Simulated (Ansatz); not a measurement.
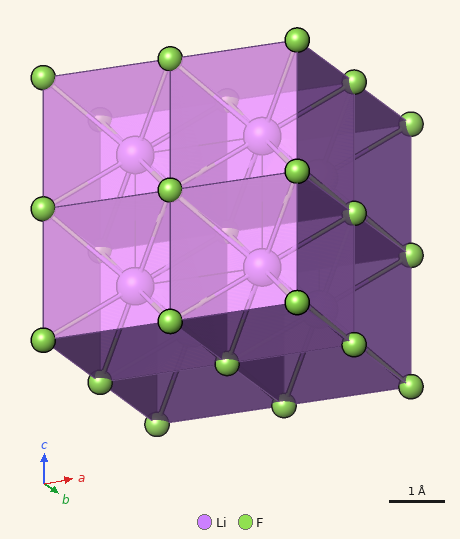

Reference structure: a symmetric starting cell of LiF. A polyhedral model of the cell of the calculation, seen from a free direction.

Computed with DFT PBE, scalar-relativistic, plane waves, PAW in Ansatz 0.2.0. Settings: plane-wave cutoff 420 eV; k-point mesh 10 × 10 × 10; occupations gaussian; smearing width 0.02 eV; no spin polarisation.

Change: The cell is strained by +5.9 % along a and −3.1 % across it (volume −0.6 %), the atoms keeping their fractional coordinates. No relaxation follows. The starting cell wasn't computed here and needn't be at equilibrium, so pressure and forces aren't due to the change alone.

Question: What does the calculation give for the changed structure?

Answer: The space group (tolerance 0.01 Å) goes from Pm-3m (No. 221) to P4/mmm (No. 123). The pressure is 1.0 GPa (not all of it need come from the change, since the unchanged cell can be under pressure at this level too). The principal stresses (compression positive) are −15.6 GPa along a and 9.3 GPa across it. All forces vanish by symmetry.

Drawn alike, the variant:

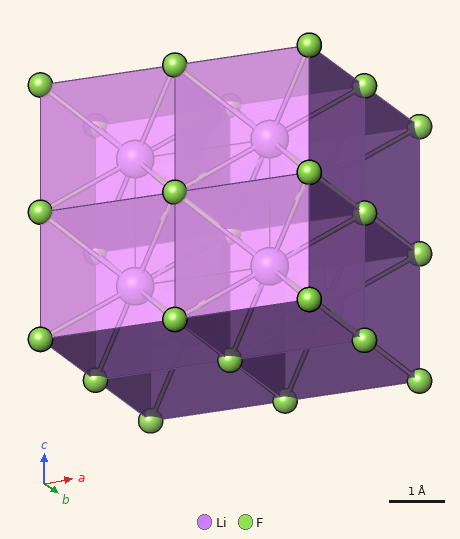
